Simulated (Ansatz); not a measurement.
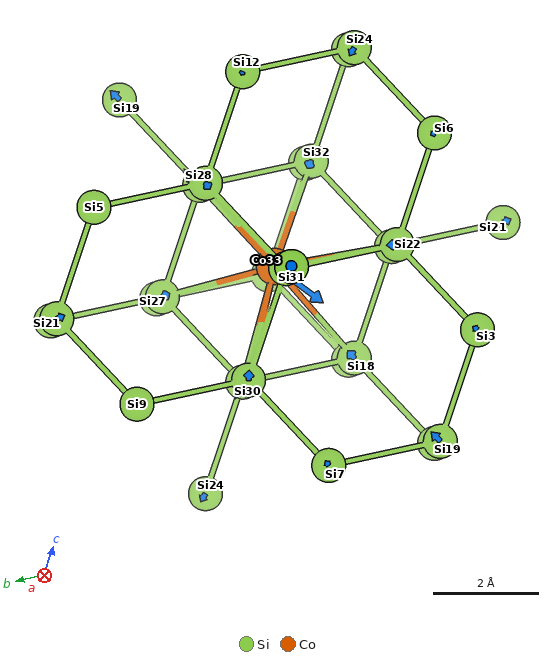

This is a relaxation of a defect cell of composition CoSi₃₂. The starting structure is drawn; blue arrows show the displacements, magnified 10 times.

The picture is a ball-and-stick view of the atoms within 5.0 Å of the atom that moves most (axes of the cell of the calculation), seen from a free direction.

Case: Co interstitial, charge +0, atoms relaxed.

The calculation used DFT PBEsol, scalar-relativistic, plane waves, PAW in Ansatz. Settings: plane-wave cutoff 420 eV; k-point mesh 2 × 2 × 2; occupations gaussian; smearing width 0.02 eV; mesh shifted by (0.5, 0.5, 0.5); collinear spin; atoms relaxed in a fixed cell; force threshold 0.02 eV/Å; at most 60 steps.

Q: Atoms of which element are displaced furthest, and by how much?

A: Cobalt: up to 0.13 Å, against 0.05 Å for silicon.

Q: What happened in the run?

A: Over 3 accepted moves (4 points after the start) the energy falls by 78.0 meV per cell of the calculation. Largest force component: 0.55 eV/Å at the start, 0.0098 eV/Å at the end. 1 step only repeated the SCF at the same geometry. The largest move is that of the Co atom, 0.13 Å roughly along [−1 −3 −2]. Largest moves by element: Co 0.13 Å, Si 0.05 Å. The lattice vectors keep their values. Near-neighbour distances that change, for instance: Co–Si 2.852 → 2.703 Å, Co–Si 2.254 → 2.393 Å, Co–Si 2.582 → 2.684 Å, Co–Si 2.301 → 2.392 Å. Bond angles that change, for instance: Si–Si–Co 72.7° → 69.1°, Si–Si–Co 72.3° → 69.1°, Si–Si–Co 176.8° → 179.9°. The run took 63 s on 8 threads of Intel(R) Xeon(R) Platinum 8259CL CPU @ 2.50GHz (Skylake/Cascade Lake), on a shared host, peak memory 2.8 GiB.
